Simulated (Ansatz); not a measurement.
Run report: Pt$_{12}$S, geometry relaxation (part 1 of 3)

System: Pt$_{12}$S (slab, 13 atoms in the cell).
Method: DFT PBE+D3(BJ), scalar-relativistic, plane waves, PAW, no spin polarisation (Ansatz 0.2.0).

The structure derives from an entry of the Crystallography Open Database. The input holds or restrains some coordinates. Forces given for the steps count only the free coordinates. Figures and captions count atoms from 1; the log counts them from 0 in places.

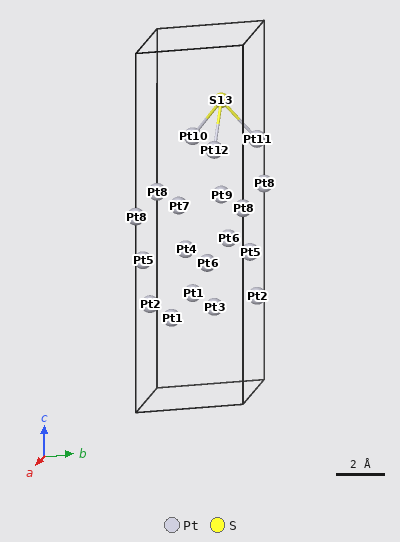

The structure as given in the input (ball-and-stick view of the cell of the calculation, with the vacuum cut short, seen slightly off an axis; atoms are numbered from 1 in the order of the input). An atom can appear more than once, as a periodic image.

Key numbers:

- outcome: converged under the restraints of the input
- electrons treated: 222
- free energy: −151183.5479 eV
- work function, top face: 4.89 eV
- work function, bottom face: 5.67 eV
- Fermi energy: 5.189 eV
- gap on the k-point mesh: none (metallic)
- final volume: 517.36 Å³
- work function (upper face): 4.89 eV
- largest force (length of the vector) at the end, held atoms and coordinates included: 0.339 eV/Å
- hardware: 4 threads of Intel Xeon (Sapphire Rapids), 64 GiB of memory available, shared host
- wall time: 53 s (CPU time 3.4 min)
- peak memory: 1.7 GiB

Notes:

The program warns: the exchange-correlation potential is rough where the density is thin. Spin–orbit coupling is left out, which matters for Pt.

The input:
```yaml
crystal:
  lattice:
    - [4.8115405478, 0.0, 0.0]
    - [-2.4057702739, 4.1669163458, 0.0]
    - [0.0, 0.0, 25.8045458987]
  atoms:
    - { symbol: Pt, position: [0.0, 0.3333333333, 0.329399325] }
    - { symbol: Pt, position: [0.3333333333, 0.0, 0.329399325] }
    - { symbol: Pt, position: [0.6666666667, 0.6666666667, 0.329399325] }
    - { symbol: Pt, position: [0.3333333333, 0.3333333333, 0.4172978671] }
    - { symbol: Pt, position: [0.6666666667, 0.0, 0.4172978671] }
    - { symbol: Pt, position: [0.0, 0.6666666667, 0.4172978671] }
    - { symbol: Pt, position: [0.6666666667, 0.3333333333, 0.5048849539] }
    - { symbol: Pt, position: [0.0, 0.0, 0.5048849539] }
    - { symbol: Pt, position: [0.3333333333, 0.6666666667, 0.5048849539] }
    - { symbol: Pt, position: [0.0, 0.3333333333, 0.5940586654] }
    - { symbol: Pt, position: [0.3333333333, 0.0, 0.5940586654] }
    - { symbol: Pt, position: [0.6666666667, 0.6666666667, 0.5940586654] }
    - { symbol: S, position: [0.3333333333, 0.6666666667, 0.6638138166] }
basis:
  ecutwfc: 420
kpoints:
  mp_grid: { grid: [6, 6, 1] }
hamiltonian:
  xc: pbe
  dispersion: d3bj
scf:
  occupations: { method: gaussian, width: 0.1 }
output:
  forces: true
  eigenvalues: true
  write_density: true
  write_potential: true
  elf: true
  volumetric_format: npy
relax:
  adjacent_minimum: "off"
  f_tol: 0.03
  max_steps: 70
  constraints: [{ sites: [0, 1, 2, 3, 4, 5] }]
efield:
  axis: 3
  dipole_correction: true
```

Launched with:
```bash
ansatz run input.yaml --threads 4 --pin off --max-ram 10240MiB --backend cpu --events-out ev --progress --plain --runs-dir out
```

Output:
```
Engine: ansatz 0.2.0, x86_64-unknown-linux-gnu
Pseudopotentials: kind: paw
Pseudopotential: Pt, paw, valence charge 18, recommended cutoff 420 eV (normal), Pt.paw.azcp
Pseudopotential: S, paw, valence charge 6, recommended cutoff 420 eV (normal), S.paw.azcp
Functional definition: PBE
  parameter kappa = 0.804
  parameter beta = 0.06672455060314922
  exchange = pbe_x(kappa = kappa, mu = beta*pi^2/3)
  correlation = pbe_c(beta = beta)
Crystal: 13 atoms, lattice volume = 517.363 Å³
Basis set: ecut = 420 eV, 9963 PW (Γ), exchange–correlation on 72×72×360 points (8 copies of the dense FFT grid, shifted against one another)
Bands: 134, of which v1, the nominal top of the filled ones, is band 111 counted from 1 (110 counted from 0)
Symmetry: 6 space group operations
Space group: P31m (ITA 157), of the structure as read, at distance tolerance 8.0e-5 Å
k-points: 7 of 36 (time reversal used)
Non-local potential: Pt, projectors of the file, l = 0: 3, l = 1: 2, l = 2: 2, l = 3: 1
Non-local potential: S, projectors of the file, l = 0: 2, l = 1: 2, l = 2: 2
PAW form: soft (Blöchl's): semilocal exchange-correlation on the pseudo side does not see the compensation charge
PAW one-centre angular grid: Pt, 590 points (default); XC on 64 Gauss nodes
PAW one-centre angular grid: S, 110 points (default); XC on 64 Gauss nodes
Initial density: superposition of atomic densities (neutral atoms: chi_scale 0, normalization atom), corrected by the library's trained network
Initial wavefunctions: pseudopotential atomic-orbital guess
Functional: x = pbe(κ = 0.804, μ = 0.2195149727645171), c = pbe(β = 0.06672455060314922)
SCF iter   1: F=—  HF=-151183.376661 eV  |F-HF|=—  |Δ(HF+E_count)|=         —  Δρ=9.49e-3  dr2=6.48e0  ethr=1.77e-3  p=0.013 e·Å  D=4.50e-3 V/Å  ΔV_dip=-0.12 eV  dr2_dipole=2.82e0  V_vac-E_F(+/−)=5.07/5.18 eV  ⟨swp⟩=7.1  Hψ=3975  notcnv=0  defer=27
efield: sawtooth ramp at fractional position 0.9466 (placed from the atoms, in the widest stretch of the axis that holds none; the zero of the levels goes with the place), width 0.1000; the density the first Hamiltonian is built on has a dipole p = 0.013 e·Å; the dipole correction subtracts the counter field D = 4.50e-3 V/Å, which shifts the + side's vacuum level by -0.12 eV against the − side's; the planar-averaged density in the ramp window peaks in size at 1.4e-5 e/Å³
preconditioner: auto → LDOS  [metal: Δε(μ)=0.034 eV  Ē_g=7.582 eV  σ=0.100 eV  W_gap=0.19  n_scr=108 (ndim 8)  ℏωp=18.3 eV  f_vac=0.569  D(μ)=19.36/eV (n_scr^D=122)  β→1.0]
SCF iter   2: F=—  HF=-151183.319928 eV  |F-HF|=—  |Δ(HF+E_count)|=   5.67e-2  Δρ=3.79e-3  dr2=1.62e-1  ethr=1.77e-3  p=0.062 e·Å  D=2.18e-2 V/Å  ΔV_dip=-0.56 eV  dr2_dipole=2.53e-2  V_vac-E_F(+/−)=5.07/5.63 eV  ⟨swp⟩=1.3  Hψ=1090  notcnv=0  defer=69
SCF iter   3: F=—  HF=-151183.314595 eV  |F-HF|=—  |Δ(HF+E_count)|=   5.33e-3  Δρ=2.18e-3  dr2=9.77e-2  ethr=7.29e-5  p=0.059 e·Å  D=2.08e-2 V/Å  ΔV_dip=-0.54 eV  dr2_dipole=1.20e-2  V_vac-E_F(+/−)=5.04/5.58 eV  ⟨swp⟩=2.7  Hψ=1710  notcnv=0  defer=79
SCF iter   4: F=—  HF=-151183.304395 eV  |F-HF|=—  |Δ(HF+E_count)|=   1.02e-2  Δρ=7.00e-4  dr2=1.07e-2  ethr=4.40e-5  p=0.066 e·Å  D=2.29e-2 V/Å  ΔV_dip=-0.59 eV  dr2_dipole=2.09e-4  V_vac-E_F(+/−)=5.06/5.65 eV  ⟨swp⟩=2.0  Hψ=1289  notcnv=0  defer=79
SCF iter   5: F=—  HF=-151183.303200 eV  |F-HF|=—  |Δ(HF+E_count)|=   1.19e-3  Δρ=3.72e-4  dr2=3.18e-3  ethr=4.81e-6  p=0.065 e·Å  D=2.27e-2 V/Å  ΔV_dip=-0.59 eV  dr2_dipole=1.30e-8  V_vac-E_F(+/−)=5.06/5.65 eV  ⟨swp⟩=2.3  Hψ=1332  notcnv=0  defer=73
SCF iter   6: F=—  HF=-151183.303093 eV  |F-HF|=—  |Δ(HF+E_count)|=   1.07e-4  Δρ=1.52e-4  dr2=6.74e-4  ethr=1.43e-6  p=0.065 e·Å  D=2.27e-2 V/Å  ΔV_dip=-0.59 eV  dr2_dipole=4.69e-7  V_vac-E_F(+/−)=5.06/5.65 eV  ⟨swp⟩=1.7  Hψ=1054  notcnv=0  defer=73
SCF iter   7: F=—  HF=-151183.303069 eV  |F-HF|=—  |Δ(HF+E_count)|=   2.42e-5  Δρ=8.34e-5  dr2=1.02e-4  ethr=3.03e-7  p=0.065 e·Å  D=2.28e-2 V/Å  ΔV_dip=-0.59 eV  dr2_dipole=7.15e-7  V_vac-E_F(+/−)=5.07/5.65 eV  ⟨swp⟩=1.7  Hψ=1211  notcnv=0  defer=70
SCF iter   8: F=-151183.303057 eV  HF=-151183.303072 eV  |F-HF|=1.54e-5  |Δ(HF+E_count)|=   3.34e-6  Δρ=3.12e-5  dr2=1.87e-5  ethr=1.01e-8  p=0.065 e·Å  D=2.28e-2 V/Å  ΔV_dip=-0.59 eV  dr2_dipole=1.26e-7  V_vac-E_F(+/−)=5.07/5.65 eV  ⟨swp⟩=22.7  Hψ=9843  notcnv=0
SCF 1 converged in 8 iterations: F = -151183.303057 eV  dr2 = 1.87e-5
  greatest PAW one-centre occupation: 1.000 electrons in one spin orbital (limit 2), on the Pt atom at site 7 (counted from 0), in its partial waves of l = 0
relax step   1: F+E_penalty+E_count = -151183.30305655 eV  Δ(F+E_penalty+E_count) = +0.000e0 eV  max|allowed force component| = 2.044e0 eV/Å  Δτ_max = 0.0000 Å  (8 SCF iters, dr2 threshold 2.25e-5 eV, accepted)
Initial density: handed on by an earlier stage of this run
Initial wavefunctions: those handed on with the density
iter 1 solved again at ethr=2.37e-4 eV; its pass at ethr=3.10e-3 eV (dr2=5.26e-1 eV) is discarded
SCF iter   1: F=—  HF=-151183.534221 eV  |F-HF|=—  |Δ(HF+E_count)|=         —  Δρ=5.81e-3  dr2=4.30e-1  ethr=2.37e-4  p=0.065 e·Å  D=2.28e-2 V/Å  ΔV_dip=-0.59 eV  dr2_dipole=1.54e-1  V_vac-E_F(+/−)=5.07/5.65 eV  ⟨swp⟩=2.0  Hψ=3156  notcnv=0  defer=80
efield: sawtooth ramp at fractional position 0.9466 (handed on by an earlier solve), width 0.1000; the density the first Hamiltonian is built on has a dipole p = 0.065 e·Å; the dipole correction subtracts the counter field D = 2.28e-2 V/Å, which shifts the + side's vacuum level by -0.59 eV against the − side's; the planar-averaged density in the ramp window peaks in size at 2.5e-6 e/Å³
preconditioner: auto → LDOS  [metal: Δε(μ)=0.059 eV  Ē_g=7.646 eV  σ=0.100 eV  W_gap=0.31  n_scr=108 (ndim 8)  ℏωp=18.3 eV  f_vac=0.570  D(μ)=17.57/eV (n_scr^D=122)  β→1.0]
SCF iter   2: F=—  HF=-151183.523683 eV  |F-HF|=—  |Δ(HF+E_count)|=   1.05e-2  Δρ=1.94e-3  dr2=7.76e-2  ethr=1.94e-4  p=0.086 e·Å  D=3.00e-2 V/Å  ΔV_dip=-0.77 eV  dr2_dipole=2.39e-2  V_vac-E_F(+/−)=4.90/5.68 eV  ⟨swp⟩=2.0  Hψ=1323  notcnv=0  defer=80
SCF iter   3: F=—  HF=-151183.516045 eV  |F-HF|=—  |Δ(HF+E_count)|=   7.64e-3  Δρ=8.14e-4  dr2=9.79e-3  ethr=3.50e-5  p=0.079 e·Å  D=2.75e-2 V/Å  ΔV_dip=-0.71 eV  dr2_dipole=5.63e-4  V_vac-E_F(+/−)=4.96/5.67 eV  ⟨swp⟩=2.0  Hψ=1366  notcnv=0  defer=80
SCF iter   4: F=—  HF=-151183.514027 eV  |F-HF|=—  |Δ(HF+E_count)|=   2.02e-3  Δρ=1.75e-4  dr2=3.39e-4  ethr=4.41e-6  p=0.080 e·Å  D=2.82e-2 V/Å  ΔV_dip=-0.73 eV  dr2_dipole=3.67e-6  V_vac-E_F(+/−)=4.94/5.67 eV  ⟨swp⟩=3.1  Hψ=1648  notcnv=0  defer=80
SCF iter   5: F=—  HF=-151183.514016 eV  |F-HF|=—  |Δ(HF+E_count)|=   1.13e-5  Δρ=7.30e-5  dr2=1.51e-4  ethr=1.53e-7  p=0.081 e·Å  D=2.82e-2 V/Å  ΔV_dip=-0.73 eV  dr2_dipole=2.21e-5  V_vac-E_F(+/−)=4.94/5.67 eV  ⟨swp⟩=2.1  Hψ=1551  notcnv=0  defer=80
SCF iter   6: F=-151183.513952 eV  HF=-151183.514010 eV  |F-HF|=5.87e-5  |Δ(HF+E_count)|=   5.53e-6  Δρ=4.09e-5  dr2=5.11e-5  ethr=4.50e-8  p=0.081 e·Å  D=2.82e-2 V/Å  ΔV_dip=-0.73 eV  dr2_dipole=1.28e-5  V_vac-E_F(+/−)=4.94/5.67 eV  ⟨swp⟩=21.4  Hψ=10098  notcnv=0
SCF 2 converged in 6 iterations: F = -151183.513952 eV  dr2 = 5.11e-5
relax step   2: F+E_penalty+E_count = -151183.51395178 eV  Δ(F+E_penalty+E_count) = -2.109e-1 eV  max|allowed force component| = 8.210e-1 eV/Å  Δτ_max = 0.0903 Å  (6 SCF iters, dr2 threshold 1.00e-4 eV, accepted)
SCF iter   1: F=—  HF=-151183.550426 eV  |F-HF|=—  |Δ(HF+E_count)|=         —  Δρ=2.54e-3  dr2=9.00e-2  ethr=5.60e-4  p=0.081 e·Å  D=2.82e-2 V/Å  ΔV_dip=-0.73 eV  dr2_dipole=3.22e-2  V_vac-E_F(+/−)=4.94/5.66 eV  ⟨swp⟩=3.7  Hψ=1810  notcnv=0  defer=81
efield: sawtooth ramp at fractional position 0.9466 (handed on by an earlier solve), width 0.1000; the density the first Hamiltonian is built on has a dipole p = 0.081 e·Å; the dipole correction subtracts the counter field D = 2.82e-2 V/Å, which shifts the + side's vacuum level by -0.73 eV against the − side's; the planar-averaged density in the ramp window peaks in size at 2.9e-6 e/Å³
preconditioner: auto → LDOS  [metal: Δε(μ)=0.048 eV  Ē_g=7.692 eV  σ=0.100 eV  W_gap=0.26  n_scr=108 (ndim 8)  ℏωp=18.3 eV  f_vac=0.572  D(μ)=16.76/eV (n_scr^D=108)  β→1.0]
SCF iter   2: F=—  HF=-151183.546664 eV  |F-HF|=—  |Δ(HF+E_count)|=   3.76e-3  Δρ=1.17e-3  dr2=1.84e-2  ethr=4.05e-5  p=0.092 e·Å  D=3.23e-2 V/Å  ΔV_dip=-0.83 eV  dr2_dipole=1.34e-3  V_vac-E_F(+/−)=4.84/5.67 eV  ⟨swp⟩=2.6  Hψ=1527  notcnv=0  defer=81
SCF iter   3: F=—  HF=-151183.543157 eV  |F-HF|=—  |Δ(HF+E_count)|=   3.51e-3  Δρ=5.64e-4  dr2=4.09e-3  ethr=8.28e-6  p=0.089 e·Å  D=3.11e-2 V/Å  ΔV_dip=-0.80 eV  dr2_dipole=7.50e-6  V_vac-E_F(+/−)=4.87/5.67 eV  ⟨swp⟩=2.4  Hψ=1565  notcnv=0  defer=81
SCF iter   4: F=—  HF=-151183.542103 eV  |F-HF|=—  |Δ(HF+E_count)|=   1.05e-3  Δρ=8.66e-5  dr2=1.17e-4  ethr=1.84e-6  p=0.089 e·Å  D=3.10e-2 V/Å  ΔV_dip=-0.80 eV  dr2_dipole=2.18e-5  V_vac-E_F(+/−)=4.87/5.67 eV  ⟨swp⟩=3.0  Hψ=1755  notcnv=0  defer=81
SCF iter   5: F=-151183.542062 eV  HF=-151183.542096 eV  |F-HF|=3.34e-5  |Δ(HF+E_count)|=   7.20e-6  Δρ=4.25e-5  dr2=3.64e-5  ethr=1.90e-8  p=0.089 e·Å  D=3.10e-2 V/Å  ΔV_dip=-0.80 eV  dr2_dipole=3.61e-6  V_vac-E_F(+/−)=4.87/5.67 eV  ⟨swp⟩=21.6  Hψ=10491  notcnv=0
SCF 3 converged in 5 iterations: F = -151183.542062 eV  dr2 = 3.64e-5
relax step   3: F+E_penalty+E_count = -151183.54206235 eV  Δ(F+E_penalty+E_count) = -2.811e-2 eV  max|allowed force component| = 3.393e-1 eV/Å  Δτ_max = 0.0792 Å  (5 SCF iters, dr2 threshold 4.21e-5 eV, accepted)
SCF iter   1: F=—  HF=-151183.549927 eV  |F-HF|=—  |Δ(HF+E_count)|=         —  Δρ=1.30e-3  dr2=1.08e-2  ethr=9.26e-5  p=0.089 e·Å  D=3.10e-2 V/Å  ΔV_dip=-0.80 eV  dr2_dipole=3.38e-3  V_vac-E_F(+/−)=4.87/5.67 eV  ⟨swp⟩=2.3  Hψ=1707  notcnv=0  defer=86
efield: sawtooth ramp at fractional position 0.9466 (handed on by an earlier solve), width 0.1000; the density the first Hamiltonian is built on has a dipole p = 0.089 e·Å; the dipole correction subtracts the counter field D = 3.10e-2 V/Å, which shifts the + side's vacuum level by -0.80 eV against the − side's; the planar-averaged density in the ramp window peaks in size at 2.8e-6 e/Å³
preconditioner: auto → LDOS  [metal: Δε(μ)=0.049 eV  Ē_g=7.649 eV  σ=0.100 eV  W_gap=0.26  n_scr=108 (ndim 8)  ℏωp=18.3 eV  f_vac=0.571  D(μ)=17.33/eV (n_scr^D=110)  β→1.0]
SCF iter   2: F=—  HF=-151183.548795 eV  |F-HF|=—  |Δ(HF+E_count)|=   1.13e-3  Δρ=5.58e-4  dr2=3.97e-3  ethr=4.86e-6  p=0.086 e·Å  D=3.01e-2 V/Å  ΔV_dip=-0.78 eV  dr2_dipole=4.01e-4  V_vac-E_F(+/−)=4.89/5.67 eV  ⟨swp⟩=2.6  Hψ=1799  notcnv=0  defer=87
SCF iter   3: F=—  HF=-151183.548182 eV  |F-HF|=—  |Δ(HF+E_count)|=   6.13e-4  Δρ=2.85e-4  dr2=1.32e-3  ethr=1.79e-6  p=0.086 e·Å  D=3.00e-2 V/Å  ΔV_dip=-0.77 eV  dr2_dipole=6.42e-6  V_vac-E_F(+/−)=4.89/5.67 eV  ⟨swp⟩=2.1  Hψ=1557  notcnv=0  defer=87
SCF iter   4: F=—  HF=-151183.547951 eV  |F-HF|=—  |Δ(HF+E_count)|=   2.31e-4  Δρ=1.01e-4  dr2=1.19e-4  ethr=5.94e-7  p=0.086 e·Å  D=3.02e-2 V/Å  ΔV_dip=-0.78 eV  dr2_dipole=6.00e-7  V_vac-E_F(+/−)=4.89/5.67 eV  ⟨swp⟩=2.0  Hψ=1288  notcnv=0  defer=87
SCF iter   5: F=-151183.547914 eV  HF=-151183.547929 eV  |F-HF|=1.52e-5  |Δ(HF+E_count)|=   2.22e-5  Δρ=3.02e-5  dr2=1.79e-5  ethr=8.37e-9  p=0.086 e·Å  D=3.02e-2 V/Å  ΔV_dip=-0.78 eV  dr2_dipole=2.43e-7  V_vac-E_F(+/−)=4.89/5.67 eV  ⟨swp⟩=20.3  Hψ=10035  notcnv=0
SCF 4 converged in 5 iterations: F = -151183.547914 eV  dr2 = 1.79e-5
```
